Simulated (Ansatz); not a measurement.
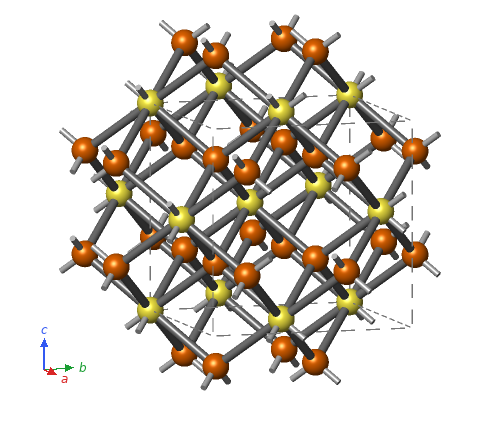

A cut-out of a periodic net derived from a crystal structure. Nodes are coloured by topological kind. Edges to nodes outside the piece are drawn as stubs.

Classify the net: periodicity, connectivity, name.

Answer. A binodal (4,8)-connected, three-periodic net. It is the flu net, known from fluorite.

Give point symbol and coordination sequence of each kind of node.

Answer. 4-connected node: 4⁶, sequence 4, 22, 24, 82, 64; 8-connected node: 4¹²·6¹²·8⁴, sequence 8, 12, 48, 42, 128.

Origin of the net. SnO2 (space group Fm-3m, No. 225). Coordinates: the end point of a relaxation with Ansatz 0.2.0, DFT PBEsol, scalar-relativistic, plane waves, PAW; the starting structure was generated, so it need not be a known form of this composition. Bonds are taken as O–Sn below 2.5 Å; no other contact counts. Atoms with one bond or none are removed and atoms with two bonds are replaced by edges, until no such atom is left. O is a 4-connected node; Sn is an 8-connected node, in the ratio 2:1.
